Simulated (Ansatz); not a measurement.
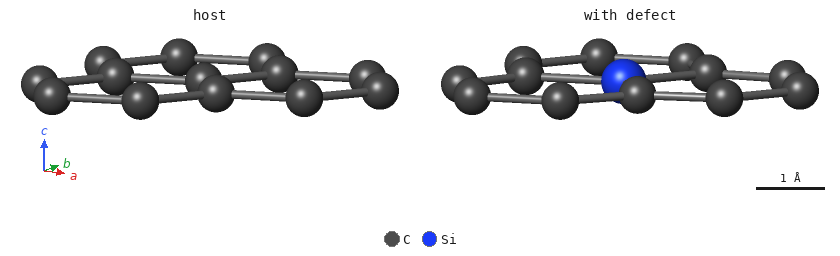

Left: perfect C. Right: the same region with one point defect, after relaxing the atoms in a supercell of 16 sites. A ball-and-stick model of the atoms within 3.7 Å of one point, seen slightly off an axis.

These are results of Ansatz, DFT PBE, scalar-relativistic, plane waves, PAW, not measurements. Settings: plane-wave cutoff 420 eV; k-point mesh 9 × 9 × 5; occupations gaussian; smearing width 0.1 eV; no spin polarisation. The cell is small and the k-mesh coarse, so the numbers are rough. The axes drawn are those of the host's conventional cell.

Q: What kind of defect was made?

A: A carbon atom is replaced by silicon.

The charge state of the cell is 0.

Q: What does the relaxation do around it?

A: In the host the C atom has 3 C at 1.42 Å; the Si atom ends with 3 C at 1.59 Å. Of the host's atoms, a carbon atom moves furthest from its site, by 0.16 Å. Relaxing the atoms from the host's sites lowers the energy by 4.83 eV. At a tolerance of 0.02 Å the relaxed supercell has space group P-6m2.

Limits of the set-up: layers or molecules are held without a dispersion correction, so their spacing is unreliable.
